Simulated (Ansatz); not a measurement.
Consider Rb.

```
Rb
1.0
     4.70220    0.00000   -4.70220
    -4.70220    4.70220    0.00000
     3.99687    3.99687    3.99687
Rb
3
Direct
  0.00000 0.00000 0.00000
  0.66667 0.33333 0.33333
  0.33333 0.66667 0.66667
```

Space group R-3m; computed without spin polarisation.

All numbers below come from DFT PBE, scalar-relativistic, plane waves, PAW in Ansatz 0.2.0.

### Predict the valence pseudo-density and electron localisation function between the atoms.

Rb–Rb (4.48 Å): ρ is about 0.02 e/Å³ halfway; the ELF is about 0.05 at the midpoint: no shared electron pair shows on this line.

### Does the calculation give a band gap?

It is metallic or semimetallic at this level of theory: no gap opens.

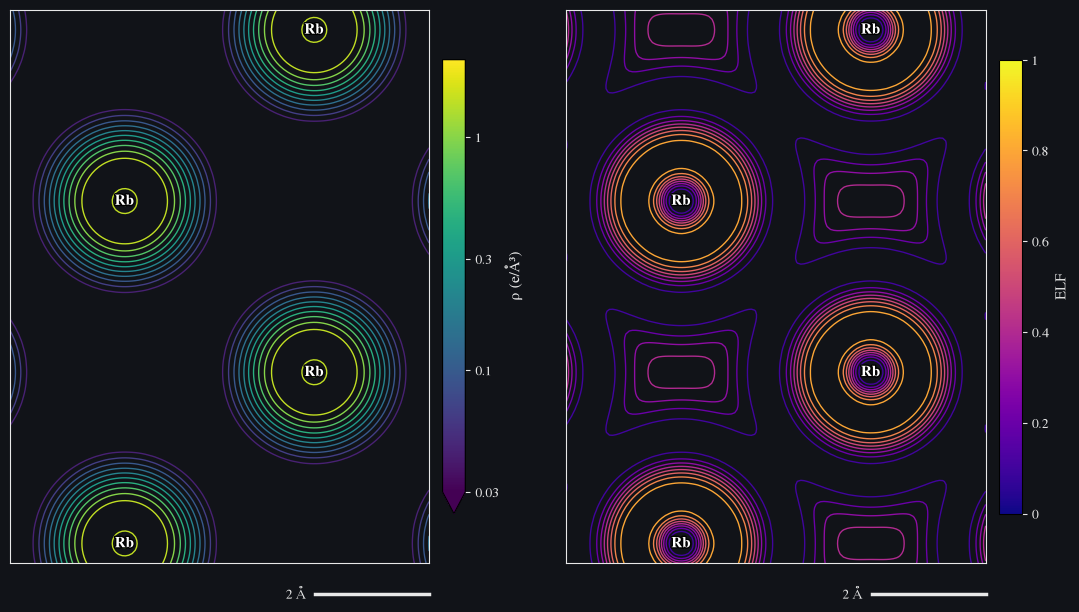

Computed valence pseudo-density and electron localisation function on the (011̄) plane of the conventional cell, in this order. 
